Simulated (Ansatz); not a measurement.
System: Hf₁₆O₃₁ (cell with a defect).

```yaml
crystal:
  lattice:
    - [4.26777, -5.21222, 5.27138]
    - [-4.26777, -5.21222, -5.27138]
    - [6.05401, 5.21222, -5.28211]
  atoms:
    - { symbol: Hf, position: [0.41047, 0.91626, 0.78447] }
    - { symbol: Hf, position: [0.90952, 0.91689, 0.28377] }
    - { symbol: Hf, position: [0.90942, 0.41768, 0.78392] }
    - { symbol: Hf, position: [0.41055, 0.41837, 0.28356] }
    - { symbol: Hf, position: [0.38370, 0.62734, 0.96532] }
    - { symbol: Hf, position: [0.88411, 0.62615, 0.46668] }
    - { symbol: Hf, position: [0.88455, 0.12653, 0.96731] }
    - { symbol: Hf, position: [0.38447, 0.12613, 0.46729] }
    - { symbol: Hf, position: [0.59089, 0.08228, 0.21559] }
    - { symbol: Hf, position: [0.09143, 0.08267, 0.71646] }
    - { symbol: Hf, position: [0.09058, 0.58307, 0.21597] }
    - { symbol: Hf, position: [0.59025, 0.58348, 0.71774] }
    - { symbol: Hf, position: [0.61523, 0.37424, 0.03318] }
    - { symbol: Hf, position: [0.11603, 0.37410, 0.53351] }
    - { symbol: Hf, position: [0.11608, 0.87375, 0.03362] }
    - { symbol: Hf, position: [0.61536, 0.87388, 0.53253] }
    - { symbol: O, position: [0.85330, 0.64006, 0.23631] }
    - { symbol: O, position: [0.85346, 0.13997, 0.73691] }
    - { symbol: O, position: [0.35347, 0.14082, 0.23647] }
    - { symbol: O, position: [0.65439, 0.11696, 0.01370] }
    - { symbol: O, position: [0.15428, 0.11682, 0.51345] }
    - { symbol: O, position: [0.15364, 0.61702, 0.01408] }
    - { symbol: O, position: [0.65444, 0.61778, 0.51314] }
    - { symbol: O, position: [0.64871, 0.35970, 0.26457] }
    - { symbol: O, position: [0.14825, 0.36142, 0.76361] }
    - { symbol: O, position: [0.14667, 0.85979, 0.26375] }
    - { symbol: O, position: [0.63760, 0.85458, 0.76114] }
    - { symbol: O, position: [0.34488, 0.87921, 0.98204] }
    - { symbol: O, position: [0.84684, 0.88364, 0.48649] }
    - { symbol: O, position: [0.84607, 0.38325, 0.98656] }
    - { symbol: O, position: [0.34639, 0.38883, 0.49070] }
    - { symbol: O, position: [0.36913, 0.16072, 0.86002] }
    - { symbol: O, position: [0.86861, 0.16103, 0.35967] }
    - { symbol: O, position: [0.86958, 0.66159, 0.86098] }
    - { symbol: O, position: [0.36955, 0.66160, 0.35729] }
    - { symbol: O, position: [0.55167, 0.00926, 0.38969] }
    - { symbol: O, position: [0.05065, 0.00867, 0.88985] }
    - { symbol: O, position: [0.05601, 0.51298, 0.39363] }
    - { symbol: O, position: [0.54971, 0.50955, 0.88894] }
    - { symbol: O, position: [0.63112, 0.83849, 0.14063] }
    - { symbol: O, position: [0.13189, 0.83832, 0.64109] }
    - { symbol: O, position: [0.13045, 0.33807, 0.14119] }
    - { symbol: O, position: [0.63096, 0.33768, 0.64024] }
    - { symbol: O, position: [0.44791, 0.99003, 0.60860] }
    - { symbol: O, position: [0.94759, 0.98986, 0.10908] }
    - { symbol: O, position: [0.94929, 0.49140, 0.61044] }
    - { symbol: O, position: [0.44766, 0.48785, 0.10854] }
```

These are results of DFT PBE, scalar-relativistic, plane waves, PAW in Ansatz 0.2.0, not measurements.

What will maps of the valence pseudo-density and electron localisation function show?

Answer. Hf–O (2.15 Å): the density is about 0.63 e/Å³ at the midpoint; the ELF peaks at about 0.85 in the valence shell of O, 0.6 Å from its nucleus, and drops to about 0.15 between the two atoms (no shared electron pair shows on this line).
Hf–O (2.15 Å): ρ at the midpoint is about 0.63 e/Å³; the ELF peaks at about 0.85 in the valence shell of O, 0.6 Å from its nucleus, and drops to about 0.15 between the two atoms: no shared electron pair shows on this line.

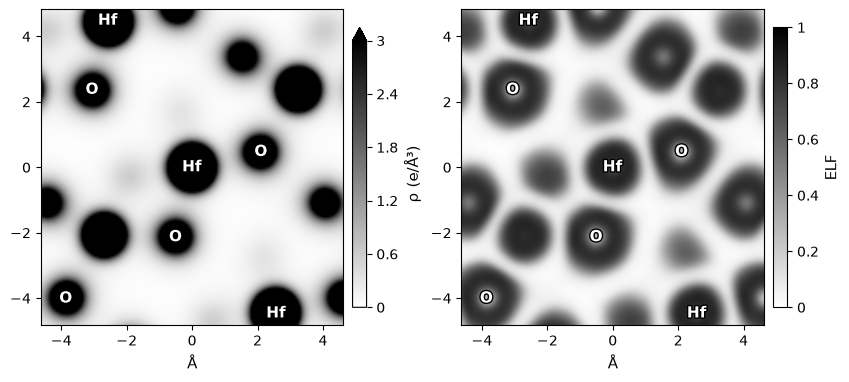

Computed valence pseudo-density and electron localisation function on the (101̄) plane of the calculation cell, in this order. Atoms just off the plane (Hf, 0.3 Å away and O, 0.3 Å away) can leave unmarked features too.

The density is the valence pseudo-density of a PAW calculation; it isn't the true density close to the nuclei.
